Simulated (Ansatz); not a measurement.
# SrO: what the electrons do

Space group P6_3/mmc. The cell comes from a database of computed structures, not from a measurement.

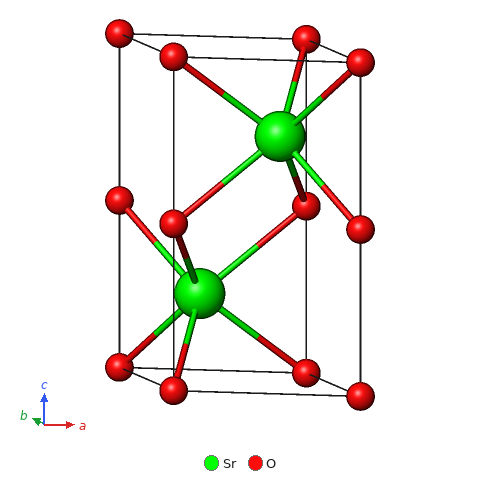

The conventional cell.

Input file:

```
crystal:
  lattice:
    - [3.5532880902, 0.0, 0.0]
    - [-1.7766440451, 3.0772377531, 0.0]
    - [0.0, 0.0, 6.21730398]
  atoms:
    - { symbol: Sr, position: [0.33333333, 0.66666667, 0.25] }
    - { symbol: Sr, position: [0.66666667, 0.33333333, 0.75] }
    - { symbol: O, position: [0.0, 0.0, 0.0] }
    - { symbol: O, position: [0.0, 0.0, 0.5] }
basis:
  ecutwfc: 500
  fft_grid_basis: typed
kpoints:
  mp_grid: { grid: [9, 9, 6] }
hamiltonian:
  xc: r2scan
  pseudopotentials: { kind: paw }
scf:
  occupations: { method: gaussian, width: 0.05 }
output:
  forces: true
  stress: true
  eigenvalues: true
  bader: true
  write_density: true
  volumetric_format: npy
  elf: true
```

Launched as:

```sh
ansatz run input.yaml --threads 1 --pin off --max-ram 2560MiB --backend cpu --events-out ev --progress --plain --runs-dir out
```

The picture shows the conventional cell (a = 3.55 Å, b = 3.55 Å, c = 6.22 Å, α = 90.00°, β = 90.00°, γ = 120.00°).

The calculation used DFT r2SCAN, scalar-relativistic, plane waves, PAW in Ansatz.

Core electrons are frozen (PAW), so the maps are meaningful between the atoms, not at the nuclei.

Part 1: Bonding charge

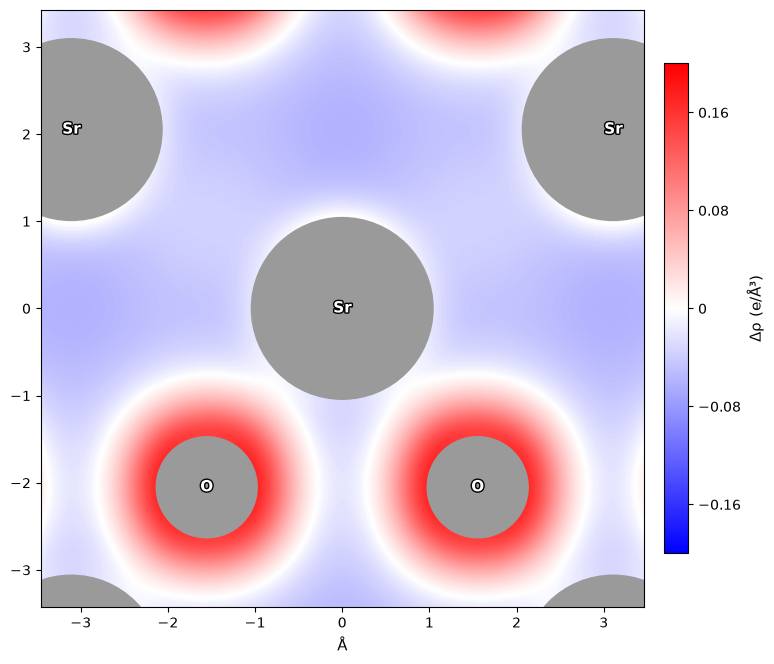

Bonding charge density, ρ(crystal) − Σ ρ(neutral atoms): a map on the (110) plane of the conventional cell, with grey discs over the atomic cores. Cores are masked to 1.0 Å (Sr) and 0.6 Å (O).

Describe the bonding charge.

O–Sr (2.57 Å): Δρ is +0.010 e/Å³ at the midpoint, so little or no bond charge builds up halfway.
- Sr–Sr (3.55 Å): Δρ is −0.04 e/Å³ at the midpoint (this contact isn't in the plane drawn).
- Over the whole cell, outside the masked cores, the largest gain lies at the edge of the masked core of O, and the largest loss, 0.06 e/Å³, lies 2.0 Å from a strontium nucleus and 2.5 Å from an oxygen one.
- The rearranged charge, half the integral of |Δρ|, is about 0.32 e an atom.
- Bader charges: Sr +1.52 and O −1.52 e.

Part 2: Change of volume

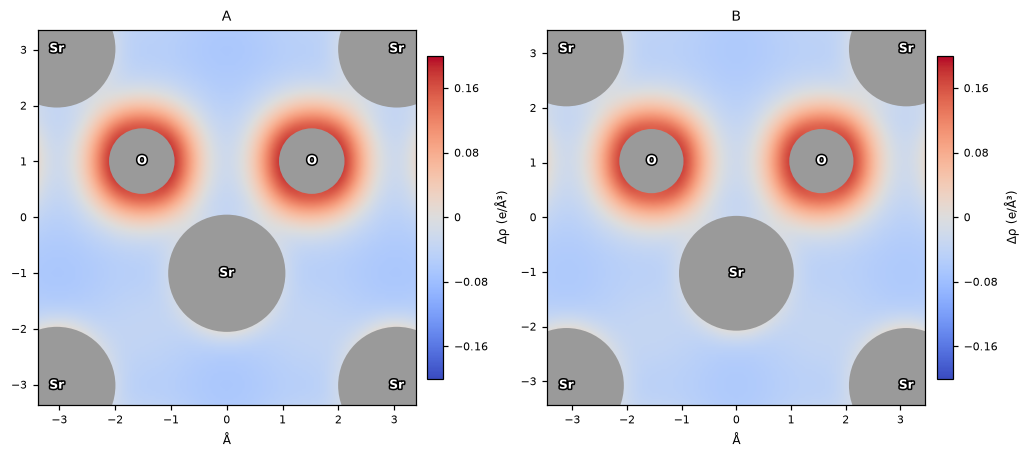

SrO: deformation density on the (110) plane of the conventional cell at two volumes, with the same fractional coordinates and one colour scale. Grey discs cover the cores. Panel A has 94 % of the volume of panel B.

What changes between the database cell and the scaled one?

The pressure is −0.4 GPa in B and 5.8 GPa in A.
- Bader charges in B: Sr +1.52 and O −1.52 e; in A: Sr +1.51 and O −1.51 e.
- The rearranged charge is 0.32 e an atom in B and 0.31 e in A.

Part 3: Doping

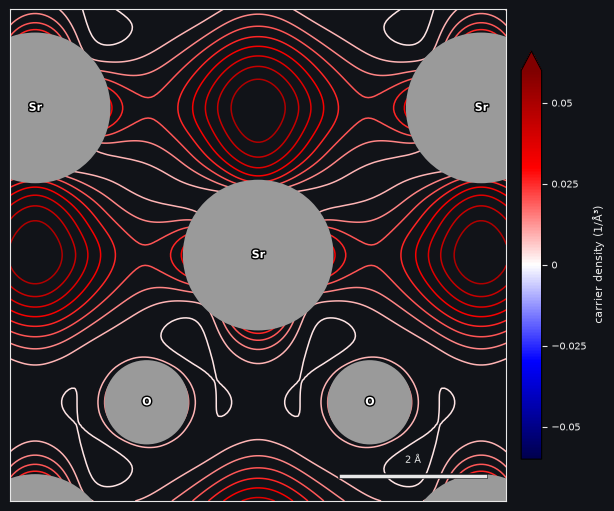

Where the extra electron sits when 0.5 electron is added to the 4-atom cell of the calculation (uniform compensating background, atoms fixed); the change of density for each carrier, counted positive where the carrier is: a map on the (110) plane of the conventional cell, with grey discs over the atomic cores. Cores are masked to 1.0 Å (Sr) and 0.6 Å (O).

Describe the change of density.

Summed over atomic cells sized by the Bader volumes, the added electron divides as Sr about 70 % and O about 30 %; the most favoured element is Sr, which fills 50 % of the volume.
- Over the whole cell, outside the cores, it is densest 2.0 Å from a strontium nucleus and 2.5 Å from an oxygen one.
- The counter-flow of charge adds up to under 0.1 e for each carrier.
- These are shares of the net change, screening included; the states that take the carrier can be more concentrated.
- This is very heavy doping, far beyond the dilute limit.

Part 4: Putting it together

Charge passes from Sr (Pauling electronegativity 0.95) to O (3.44), the direction that the scale predicts; the Bader charges fall short of whole formal charges, as they usually do. The two pressures give a mean stiffness −ΔP/Δln V of about 101 GPa over this range, with the atoms held at their fractional positions.
